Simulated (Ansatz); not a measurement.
## Two runs on Ti₃Al₅

System: Ti₃Al₅ (8 atoms in the cell).
Method of the first run: DFT r2SCAN, scalar-relativistic, plane waves, PAW, no spin polarisation (Ansatz 0.2.0).

The structure derives from a Materials Project entry. Text and figures count atoms from 1; the logs count them from 0 in places.

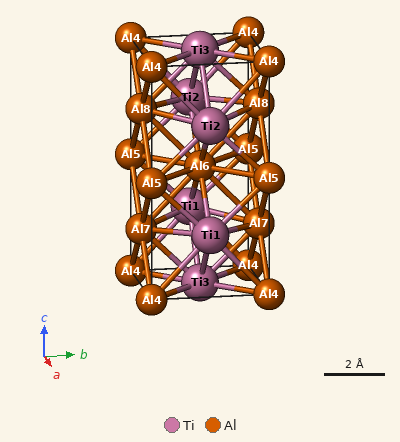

The structure (ball-and-stick view of the cell of the calculation, seen slightly off an axis; atoms are numbered from 1 in the order of the input). An atom can appear more than once, as a periodic image. Near neighbours in the periodic cell (some may lie outside the picture): Ti has 10 Al at 2.72 to 2.94 Å and 2 Ti at 2.90 Å; Ti has 8 Al at 2.80 Å and 4 Ti at 2.90 Å; Al has 4 Al at 2.76 Å and 8 Ti at 2.80 to 2.94 Å; Al has 8 Al at 2.80 to 2.89 Å and 4 Ti at 2.72 to 2.76 Å; Al has 6 Al at 2.76 to 2.89 Å and 6 Ti at 2.80 Å.

The input, the first run:
```yaml
crystal:
  lattice:
    - [3.90101378, 0.0, 0.0]
    - [0.0, 4.01393894, 0.0]
    - [0.0, 0.0, 8.0832905]
  atoms:
    - { symbol: Ti, position: [0.0, 0.5, 0.26506523] }
    - { symbol: Ti, position: [0.0, 0.5, 0.73493477] }
    - { symbol: Ti, position: [0.5, 0.5, 0.0] }
    - { symbol: Al, position: [0.0, 0.0, 0.0] }
    - { symbol: Al, position: [0.0, 0.0, 0.5] }
    - { symbol: Al, position: [0.5, 0.5, 0.5] }
    - { symbol: Al, position: [0.5, 0.0, 0.24223368] }
    - { symbol: Al, position: [0.5, 0.0, 0.75776632] }
basis:
  ecutwfc: 500
kpoints:
  mp_grid: { grid: [6, 4, 2] }
hamiltonian:
  xc: r2scan
scf:
  occupations: { method: gaussian, width: 0.1 }
output:
  forces: true
  stress: true
  eigenvalues: true
```

Command:
```bash
ansatz run input.yaml --threads 2 --pin off --max-ram 5120MiB --backend cpu --events-out ev --progress --plain --runs-dir out
```

Hardware: 2 threads of Intel Xeon @ 2.50GHz (Skylake/Cascade Lake), 192 GiB of memory available, shared host.

Output, shortened to warnings, some set-up lines, iterations and results (the first run):
```
Basis set: ecut = 500 eV, 3201 PW (Γ), exchange–correlation on 120×120×240 points (64 copies of the dense FFT grid, shifted against one another)
Symmetry: 8 space group operations
k-points: 24 of 48
Initial density: superposition of atomic densities (neutral atoms: chi_scale 0, normalization atom), corrected by the library's trained network
[...]
SCF iter   1: F=—  HF=-10218.671927 eV  |F-HF|=—  |Δ(HF+E_count)|=         —  Δρ=1.18e-2  dr2=2.19e-1  dr2_τ=6.79e-2  ethr=1.77e-3  ⟨swp⟩=6.7  Hψ=3773  notcnv=0
SCF iter   2: F=—  HF=-10218.780057 eV  |F-HF|=—  |Δ(HF+E_count)|=   1.08e-1  Δρ=6.83e-3  dr2=8.41e-2  dr2_τ=7.56e-3  ethr=4.30e-4  ⟨swp⟩=2.6  Hψ=1750  notcnv=0  defer=47
SCF iter   3: F=—  HF=-10218.775793 eV  |F-HF|=—  |Δ(HF+E_count)|=   4.26e-3  Δρ=3.65e-3  dr2=3.73e-2  dr2_τ=1.23e-3  ethr=1.65e-4  ⟨swp⟩=2.0  Hψ=1092  notcnv=0  defer=47
SCF iter   4: F=—  HF=-10218.774273 eV  |F-HF|=—  |Δ(HF+E_count)|=   1.52e-3  Δρ=1.76e-3  dr2=5.28e-3  dr2_τ=1.58e-4  ethr=7.32e-5  ⟨swp⟩=1.9  Hψ=812  notcnv=0  defer=47
SCF iter   5: F=—  HF=-10218.773942 eV  |F-HF|=—  |Δ(HF+E_count)|=   3.31e-4  Δρ=4.91e-4  dr2=4.89e-4  dr2_τ=6.65e-6  ethr=1.04e-5  ⟨swp⟩=2.6  Hψ=1177  notcnv=0  defer=47
SCF iter   6: F=—  HF=-10218.773859 eV  |F-HF|=—  |Δ(HF+E_count)|=   8.32e-5  Δρ=1.14e-4  dr2=3.48e-5  dr2_τ=6.51e-7  ethr=9.59e-7  ⟨swp⟩=2.2  Hψ=1090  notcnv=0  defer=47
SCF iter   7: F=—  HF=-10218.773858 eV  |F-HF|=—  |Δ(HF+E_count)|=   3.08e-7  Δρ=1.59e-5  dr2=4.63e-7  dr2_τ=1.60e-8  ethr=6.83e-8  ⟨swp⟩=2.0  Hψ=896  notcnv=0  defer=47
SCF iter   8: F=-10218.773858 eV  HF=-10218.773858 eV  |F-HF|=6.16e-9  |Δ(HF+E_count)|=  9.73e-10  Δρ=2.94e-6  dr2=1.56e-8  dr2_τ=4.96e-10  ethr=1.96e-10  ⟨swp⟩=9.2  Hψ=3314  …
SCF 1 converged in 8 iterations: F = -10218.773858 eV  dr2 = 1.56e-8
SCF converged after 8 iterations
Free energy (F): -10218.773858 eV
Harris-Foulkes:  -10218.773858 eV  (|F-HF|=6.16e-9)
Internal energy: -10218.738795 eV  (E = F + TS)
E sigma→0 (E₀):  -10218.756327 eV
Entropy (-TS):   -0.035063 eV (-4.383 meV/atom)
Fermi energy:    10.590848 eV
--- Per-component energies (eV) ---
  E_band       = -523.094727
  E_kinetic    = 939.934806
  E_local      = -3502.651761  (includes V_loc(G=0)·N_el)
  E_nonlocal   = 73.432407
  E_hartree    = 1525.799557
  E_xc         = -465.607548
  E_vxc        = -558.249881  (∫ρ·V_xc dr)
  E_paw        = -5538.301693  (= ΣΔE_a)
  E_vpaw       = -560.567079  (= ΣTr[D̂ρ^β])
  E_aug_tail   = 0.000274  (compensation charges beyond the density's cutoff)
  E_vtau       = 33.408871  (kinetic-family band-sum trace: ∫τ·v_τ [+ j·A + Jᵃ·Aᵃ] dr)
  E_ewald      = -3250.283926
  E_core_change = -1.060912  (= ΣΔE_core)
  E_smearing   = -0.035063  (= −TS)
  E_closure    = -0.000000  (closes the sum)
  Σ components = -10218.773858   (vs F -10218.773858, Δ=0.00e0)
--- Forces (eV/Å), atoms counted from 1 ---
  atom   1  Ti     0.00000000     0.00000000    -0.01030425
  atom   2  Ti    -0.00000000     0.00000000     0.01030425
  atom   3  Ti    -0.00000000     0.00000000    -0.00000000
  atom   4  Al    -0.00000000     0.00000000     0.00000000
  atom   5  Al    -0.00000000     0.00000000     0.00000000
  atom   6  Al    -0.00000000     0.00000000     0.00000000
  atom   7  Al     0.00000000     0.00000000     0.01544192
  atom   8  Al    -0.00000000     0.00000000    -0.01544192
  max |Σ_I F_I| component: 2.30e-29 eV/Å
--- Stress (GPa, compression-positive) ---
       -0.118808       0.000000       0.000000
        0.000000       0.211618      -0.000000
        0.000000      -0.000000       0.462199
  P = ⅓ Tr σ = 0.1850 GPa (1.850 kbar)
```

For the second run the input was changed thus:
```diff
-  mp_grid: { grid: [6, 4, 2] }
+  mp_grid: { grid: [10, 10, 6] }
+  populations: true
```

Predict how the results change.

The free energy of the second run is 6.3 meV per atom lower, which measures how much it depends on this numerical setting. The number of SCF iterations is the same. The irreducible k-points go from 24 to 144. On the same kind of shared host the second run took about 5.2 times as long.

Output, shortened to warnings, some set-up lines, iterations and results (the second run):
```
Basis set: ecut = 500 eV, 3201 PW (Γ), exchange–correlation on 120×120×240 points (64 copies of the dense FFT grid, shifted against one another)
Symmetry: 8 space group operations
k-points: 144 of 600
Initial density: superposition of atomic densities (neutral atoms: chi_scale 0, normalization atom), corrected by the library's trained network
[...]
SCF iter   1: F=—  HF=-10218.724086 eV  |F-HF|=—  |Δ(HF+E_count)|=         —  Δρ=1.20e-2  dr2=2.47e-1  dr2_τ=6.83e-2  ethr=1.77e-3  ⟨swp⟩=6.6  Hψ=22844  notcnv=0
SCF iter   2: F=—  HF=-10218.832375 eV  |F-HF|=—  |Δ(HF+E_count)|=   1.08e-1  Δρ=7.03e-3  dr2=9.03e-2  dr2_τ=7.97e-3  ethr=4.84e-4  ⟨swp⟩=2.6  Hψ=10415  notcnv=0  defer=276
SCF iter   3: F=—  HF=-10218.826896 eV  |F-HF|=—  |Δ(HF+E_count)|=   5.48e-3  Δρ=3.63e-3  dr2=4.10e-2  dr2_τ=1.10e-3  ethr=1.77e-4  ⟨swp⟩=2.1  Hψ=6516  notcnv=0  defer=276
SCF iter   4: F=—  HF=-10218.825027 eV  |F-HF|=—  |Δ(HF+E_count)|=   1.87e-3  Δρ=1.83e-3  dr2=6.71e-3  dr2_τ=1.92e-4  ethr=8.04e-5  ⟨swp⟩=1.8  Hψ=4867  notcnv=0  defer=276
SCF iter   5: F=—  HF=-10218.824261 eV  |F-HF|=—  |Δ(HF+E_count)|=   7.66e-4  Δρ=4.54e-4  dr2=5.16e-4  dr2_τ=6.17e-6  ethr=1.32e-5  ⟨swp⟩=2.4  Hψ=6612  notcnv=0  defer=276
SCF iter   6: F=—  HF=-10218.824172 eV  |F-HF|=—  |Δ(HF+E_count)|=   8.86e-5  Δρ=1.31e-4  dr2=5.32e-5  dr2_τ=1.14e-6  ethr=1.01e-6  ⟨swp⟩=2.1  Hψ=6279  notcnv=0  defer=276
SCF iter   7: F=—  HF=-10218.824167 eV  |F-HF|=—  |Δ(HF+E_count)|=   4.56e-6  Δρ=1.95e-5  dr2=4.57e-7  dr2_τ=1.12e-8  ethr=1.04e-7  ⟨swp⟩=2.1  Hψ=5555  notcnv=0  defer=275
SCF iter   8: F=-10218.824168 eV  HF=-10218.824168 eV  |F-HF|=1.44e-8  |Δ(HF+E_count)|=   3.71e-7  Δρ=4.84e-6  dr2=3.63e-8  dr2_τ=1.33e-9  ethr=1.96e-10  ⟨swp⟩=9.5  Hψ=20775  …
SCF 1 converged in 8 iterations: F = -10218.824168 eV  dr2 = 3.63e-8
SCF converged after 8 iterations
Free energy (F): -10218.824168 eV
Harris-Foulkes:  -10218.824168 eV  (|F-HF|=1.44e-8)
Internal energy: -10218.802223 eV  (E = F + TS)
E sigma→0 (E₀):  -10218.813195 eV
Entropy (-TS):   -0.021945 eV (-2.743 meV/atom)
Fermi energy:    10.602725 eV
--- Per-component energies (eV) ---
  E_band       = -522.770864
  E_kinetic    = 939.882585
  E_local      = -3503.113874  (includes V_loc(G=0)·N_el)
  E_nonlocal   = 73.503592
  E_hartree    = 1526.204385
  E_xc         = -465.602090
  E_vxc        = -558.231421  (∫ρ·V_xc dr)
  E_paw        = -5538.332256  (= ΣΔE_a)
  E_vpaw       = -560.615099  (= ΣTr[D̂ρ^β])
  E_aug_tail   = 0.000274  (compensation charges beyond the density's cutoff)
  E_vtau       = 33.403154  (kinetic-family band-sum trace: ∫τ·v_τ [+ j·A + Jᵃ·Aᵃ] dr)
  E_ewald      = -3250.283926
  E_core_change = -1.060912  (= ΣΔE_core)
  E_smearing   = -0.021945  (= −TS)
  E_closure    = 0.000000  (closes the sum)
  Σ components = -10218.824168   (vs F -10218.824168, Δ=0.00e0)
--- Forces (eV/Å), atoms counted from 1 ---
  atom   1  Ti    -0.00000000     0.00000000    -0.01157769
  atom   2  Ti     0.00000000     0.00000000     0.01157769
  atom   3  Ti     0.00000000     0.00000000    -0.00000000
  atom   4  Al    -0.00000000     0.00000000     0.00000000
  atom   5  Al    -0.00000000     0.00000000     0.00000000
  atom   6  Al    -0.00000000     0.00000000     0.00000000
  atom   7  Al    -0.00000000     0.00000000     0.00619037
  atom   8  Al     0.00000000     0.00000000    -0.00619037
  max |Σ_I F_I| component: 2.60e-18 eV/Å
--- Stress (GPa, compression-positive) ---
        0.078788      -0.000000       0.000000
       -0.000000       0.337874      -0.000000
        0.000000      -0.000000      -0.166880
  P = ⅓ Tr σ = 0.0833 GPa (0.833 kbar)
--- Löwdin populations: 8 sites ---
  site symbol       q [e]
     0     Ti     11.4816
     1     Ti     11.4816
     2     Ti     11.4487
     3     Al      3.3721
     4     Al      3.1938
     5     Al      3.1193
     6     Al      3.2773
     7     Al      3.2773
  spilling = 0.006829 (of n_electrons = 51.000000)
```

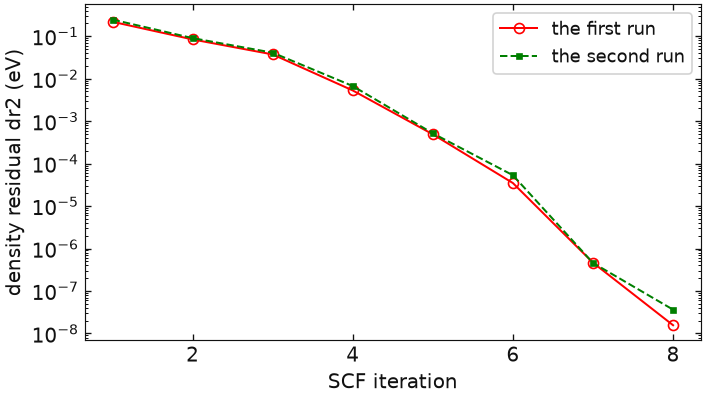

Convergence of the two runs: density residual dr2 against the SCF iteration. The first run takes 8 iterations in all, and the second run takes 8.

The two runs side by side:

| quantity | the first run | the second run |
| --- | --- | --- |
| outcome | converged | converged |
| free energy per atom (eV) | −1277.3467 | −1277.3530 |
| energy per atom, smearing taken to zero (eV) | −1277.3445 | −1277.3516 |
| gap on the mesh (eV) | 0.00 | 0.00 |
| pressure (GPa) | 0.19 | 0.08 |
| largest force (eV/Å) | 0.015 | 0.012 |
| SCF iterations | 8 | 8 |
| irreducible k-points | 24 | 144 |
| plane waves at Γ | 3201 | 3201 |
| wall time (shared host) | 12 s | 60 s |
